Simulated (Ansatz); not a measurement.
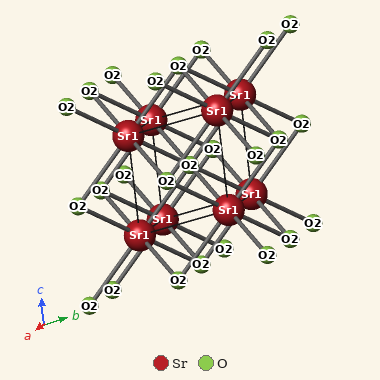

The system is SrO (Fm-3m, No. 225; 2 atoms in the cell); the picture shows the reference structure. The cell is strained homogeneously, by one strain along x and y and another along z, with fractional coordinates fixed (x, y and z along the cube axes). The first coordinate is: strain along x and y; the second: strain along z. The scan uses a 5 × 5 grid. All energies are given in meV/atom relative to the lowest grid point. The calculation used DFT PBE, scalar-relativistic, plane waves, PAW in Ansatz 0.2.0. Settings: cutoff 420 eV, k-mesh 8×8×8, gaussian smearing 0.05 eV, no spin polarisation.

Its coordinates:

```
CELL_PARAMETERS angstrom
0.00000 2.59739 2.59739
2.59739 0.00000 2.59739
2.59739 2.59739 0.00000
ATOMIC_POSITIONS crystal
Sr 0.00000 0.00000 0.00000
O 0.50000 0.50000 0.50000
```

Range: strain along x and y from −8 to 8 %; strain along z from −8 to 8 %.

What will the energy surface look like?

The lowest grid point is at strain along x and y = 0 %, strain along z = 0 %. It is the only kind of minimum in the scanned range. The highest grid point, strain along x and y = −8 %, strain along z = −8 %, lies 358 meV/atom above the lowest. Round the minimum the valley is somewhat tilted: raising strain along x and y shifts the best value of strain along z downwards (coupling k₁₂/√(k₁₁k₂₂) about 0.4). The gap on the k-mesh is 3.3 eV at the lowest point and runs from 2.4 to 3.3 eV over the map.

```csv
"strain along z ↓, strain along x and y →",−8,−4,0,4,8
8,183,53,40,100,204
4,182,39,12,58,149
0,202,43,0,31,107
−4,254,77,17,31,90
−8,358,160,81,76,118
```

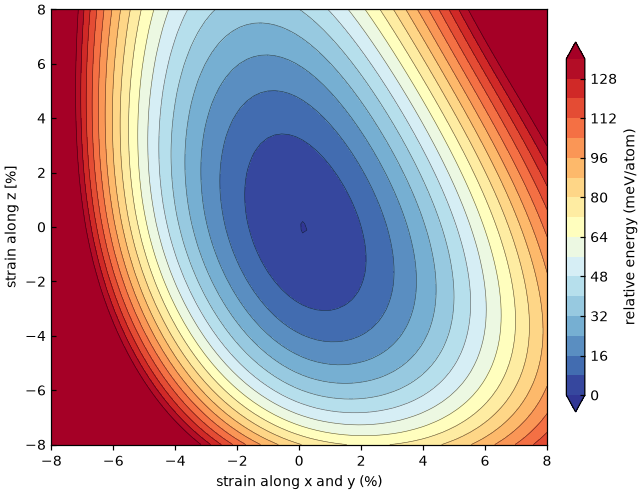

Drawn: filled contours, one colour for all values above the top of the scale. Between grid points the surface is interpolated.
